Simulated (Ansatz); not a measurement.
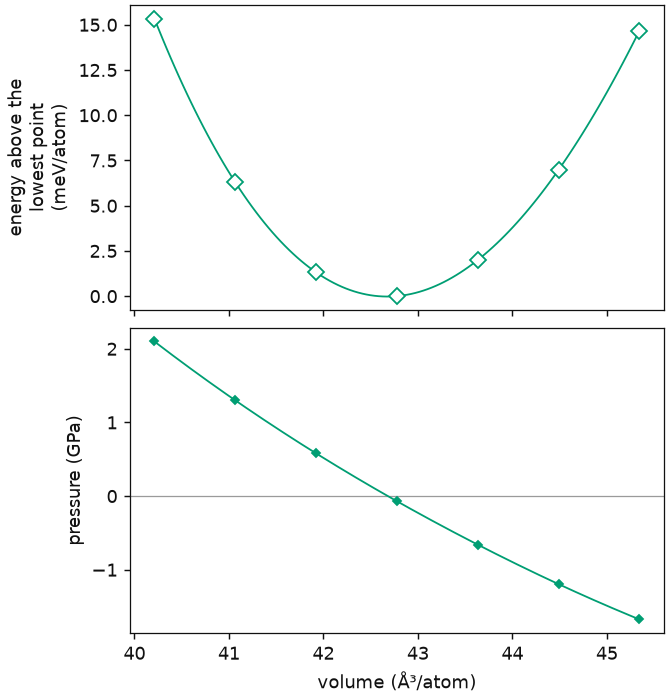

**Figure.** Energy above the lowest point and pressure against volume for Sb, space group Fd-3m (No. 227) (one of a set of cubic test structures, which need not be the stable phase).

A third-order Birch–Murnaghan fit gives V0 = 42.68 Å³/atom, B0 = 31.3 GPa and B′ = 4.1. The energy above the lowest point is 15.3 meV/atom at volume 40.21 Å³/atom and 14.7 meV/atom at 45.34 Å³/atom; the lowest computed point is at volume 42.78 Å³/atom (0.0 meV/atom). The pressure falls from 2.099 GPa at volume 40.21 Å³/atom to −1.675 GPa at 45.34 Å³/atom, and changes sign near 42.69 Å³/atom.

How it was computed, with Ansatz 0.2.0 development build: equation of state of a cubic crystal from periodic Kohn-Sham density functional theory without spin, third-order Birch-Murnaghan fit to the free energies; pressure corrected for the finite basis. Level: PBE.

structure type diamond; atoms in cell 2; space group number 227; lattice centring face-centred primitive; k mesh 14×14×14; occupation method Fermi–Dirac; occupation width 0.06123 eV; wave cutoff 420 eV; datasets soft-1 PAW; density tolerance 1e−07 eV; bands 19; density cutoff ratio 4; search for lower states default.

Keep in mind: cubic model structure, not the ambient form.
